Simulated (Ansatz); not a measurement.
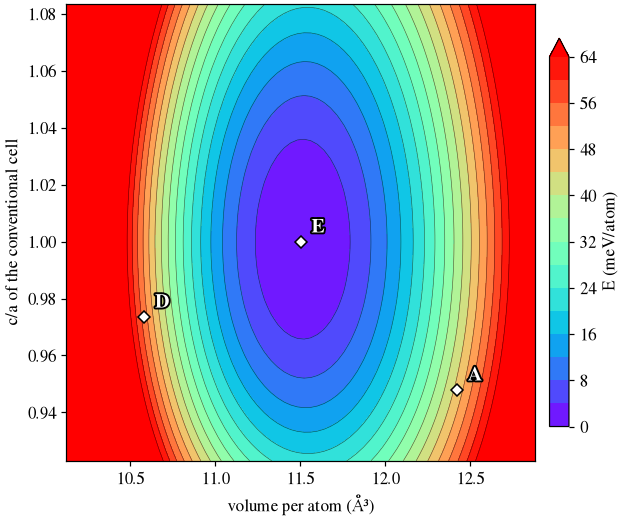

Co (Fd-3m, No. 227; 6 atoms in the cell). The energy is mapped over volume and the cell's shape. Coordinates scanned: (1) volume per atom; (2) c/a of the conventional cell. Nothing is relaxed (symmetry fixes all fractional coordinates). The scan uses a 7 × 7 grid. Points are written as (first, second). Energies are in meV/atom, from the lowest grid point. The electronic state followed may not be the lowest one. Theory: DFT PBE, scalar-relativistic, plane waves, PAW (Ansatz 0.2.0). Settings: cutoff 520 eV, k-mesh 12×12×12, gaussian smearing 0.15 eV, spin-polarised.

The picture shows filled contours, one colour for all values above the top of the scale, lettered points. Between grid points the surface is interpolated.

### Is D the lowest point of the computed grid?

No. D lies 54 meV/atom above the lowest grid point, which is at (11.50 Å³, 1.000).

### What kind of point is each of A, D, E: minimum, saddle, maximum or slope?

A: on a slope; D: on a slope; E: minimum. (In these two coordinates alone; a stationary point may lie a little off the grid point.)

PAW datasets: the set soft_1.
